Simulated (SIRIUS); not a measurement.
**Energy of TiC along an even scaling of the cell**

System: TiC (2 atoms in the cell).
Method: Kohn-Sham DFT of a periodic cell, PBEsol, dojo-sr-pbesol-0.4.1-standard, no spin polarisation (SIRIUS 7.10.0).

The 7 runs differ only in the geometry, by an even scaling of the cell at fixed fractional positions. The structure derives from a Materials Project entry.

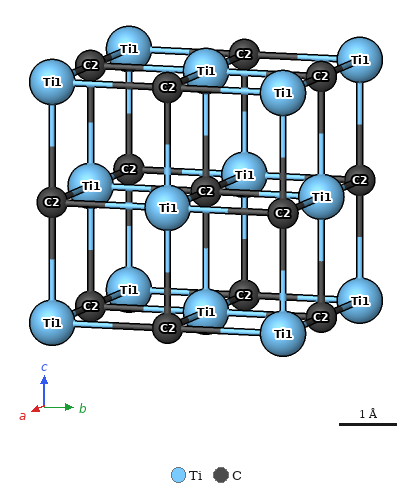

Figure 1. The structure of run 4 (ball-and-stick view of the cell 4 times as large as that of the calculation, set on its symmetry axes, seen slightly off an axis; atoms are numbered from 1 in the order of the input). An atom can appear more than once, as a periodic image.

## Input of run 4
```
{
  "control": {
    "processing_unit": "cpu",
    "verbosity": 2,
    "num_bands_to_print": 15,
    "print_forces": true,
    "print_stress": true
  },
  "parameters": {
    "electronic_structure_method": "pseudopotential",
    "xc_functionals": ["XC_GGA_X_PBE_SOL", "XC_GGA_C_PBE_SOL"],
    "gk_cutoff": 9.2,
    "pw_cutoff": 18.4,
    "ngridk": [11, 11, 11],
    "shiftk": [0, 0, 0],
    "smearing": "fermi_dirac",
    "smearing_width": 0.0018374661,
    "num_bands": 15,
    "num_mag_dims": 0,
    "num_dft_iter": 100,
    "energy_tol": 1e-08,
    "density_tol": 1e-06
  },
  "iterative_solver": {
    "type": "davidson",
    "min_tolerance": 1e-09,
    "tolerance_scale": [0.1, 0.25]
  },
  "mixer": {
    "type": "anderson",
    "beta": 0.7,
    "max_history": 8
  },
  "settings": {
    "tol_ne": 1e-10,
    "pseudo_grid_cutoff": 6.5
  },
  "unit_cell": {
    "lattice_vectors": [
      [0.0, 4.092615477534, 4.092615477534],
      [4.092615477534, 0.0, 4.092615477534],
      [4.092615477534, 4.092615477534, 0.0]
    ],
    "atom_coordinate_units": "lattice",
    "atom_types": ["Ti", "C"],
    "atom_files": {
      "C": "C.json",
      "Ti": "Ti.json"
    },
    "atoms": {
      "Ti": [
        [0.0, 0.0, 0.0]
      ],
      "C": [
        [0.5, 0.5, 0.5]
      ]
    }
  }
}
```

Command:
```bash
upf_to_json C.upf
upf_to_json Ti.upf
OMP_NUM_THREADS=1 sirius.scf --input=sirius.json --output=out.json --task=0
```

Lattice vectors (Å) and fractional positions of run 4:
```
   0.000000    2.165719    2.165719
   2.165719    0.000000    2.165719
   2.165719    2.165719    0.000000
Ti  0.000000  0.000000  0.000000
C   0.500000  0.500000  0.500000
```

Run 3 differs from it as follows:
```diff
-      [0.0, 4.092615477534, 4.092615477534],
-      [4.092615477534, 0.0, 4.092615477534],
-      [4.092615477534, 4.092615477534, 0.0]
+      [0.0, 4.065147431858, 4.065147431858],
+      [4.065147431858, 0.0, 4.065147431858],
+      [4.065147431858, 4.065147431858, 0.0]
```

## Results, with one run withheld

| run | volume per atom (Å³) | free energy per atom, from the lowest run given (meV) | pressure (GPa) |
| --- | --- | --- | --- |
| 1 | 9.548 | 9.25 | 10.43 |
| 2 | 9.752 | 0.00 | 4.18 |
| 3 | 9.955 | ? | ? |
| 4 | 10.158 | 3.33 | −6.54 |
| 5 | 10.361 | 14.53 | −11.12 |
| 6 | 10.564 | 31.25 | −15.26 |
| 7 | 10.767 | 52.96 | −19.00 |

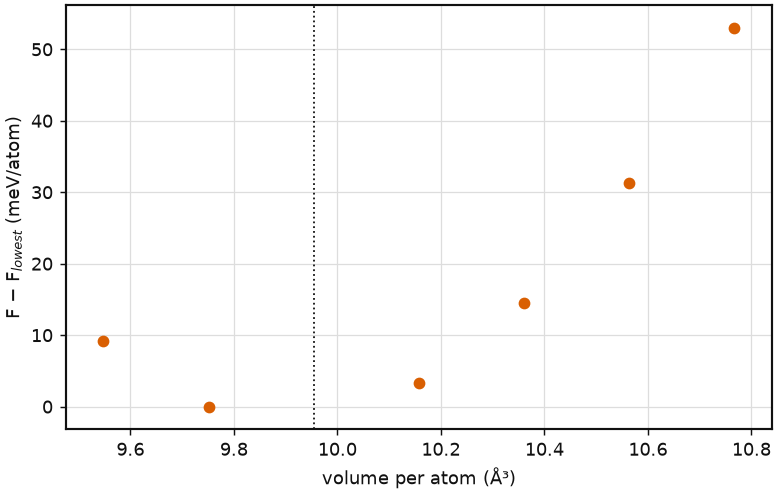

Figure 2. Free energy per atom of the runs given; the dotted line marks run 3.

What should run 3 give?

A cubic polynomial in V^(−2/3) (the Birch–Murnaghan form), fitted to the 6 runs given, misses them by at most 0.01 meV per atom. With x = V^(−2/3) − 0.21295 Å⁻², it reads F = 4.1037 − 3096.2 x + 3.9595e+05 x² − 60668 x³ (meV per atom). At run 3 it gives −1.72 meV per atom, and the run itself gives −1.73. The slope of the fit gives a pressure −dF/dV of −1.41 GPa there, and the run prints −1.45 GPa. The fit has its minimum at 9.902 Å³ per atom, where V d²F/dV² gives 267 GPa: the bulk modulus at this level, since symmetry fixes the shape and the positions.

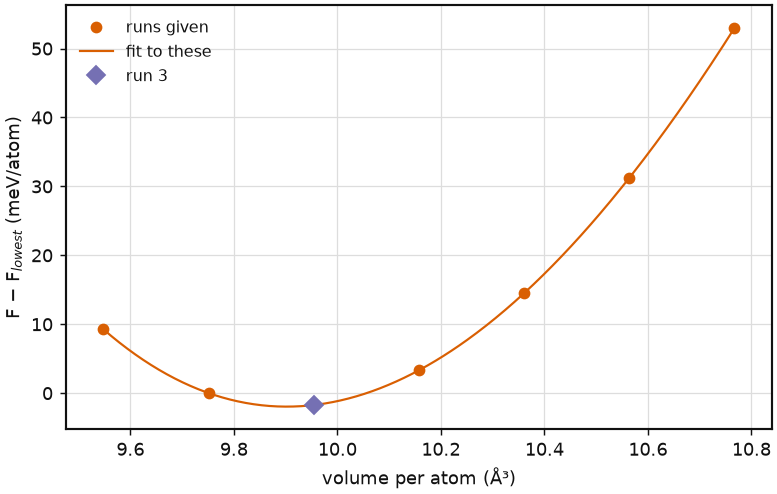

Figure 3. The fit and the withheld run.

## Some lines of the output (run 3)
```
[...]
[find] Efermi                         :       0.55269529
[find] Total energy                   :     -65.37404112 (Ha),    -130.74808225 (Ry)
[find] Free energy (E-TS)             :     -65.37412969 (Ha),    -130.74825939 (Ry)
[find] Efermi                         :       0.55247515
[find] Total energy                   :     -65.37404120 (Ha),    -130.74808240 (Ry)
[find] Free energy (E-TS)             :     -65.37412968 (Ha),    -130.74825936 (Ry)
[find] Efermi                         :       0.55250760
[find] Total energy                   :     -65.37404126 (Ha),    -130.74808253 (Ry)
[find] Free energy (E-TS)             :     -65.37412971 (Ha),    -130.74825942 (Ry)
[find] Efermi                         :       0.55255318
[find] Total energy                   :     -65.37404127 (Ha),    -130.74808253 (Ry)
[find] Efermi                         :       0.55254314
[find] Total energy                   :     -65.37404127 (Ha),    -130.74808254 (Ry)
[find] Efermi                         :       0.55254373
```
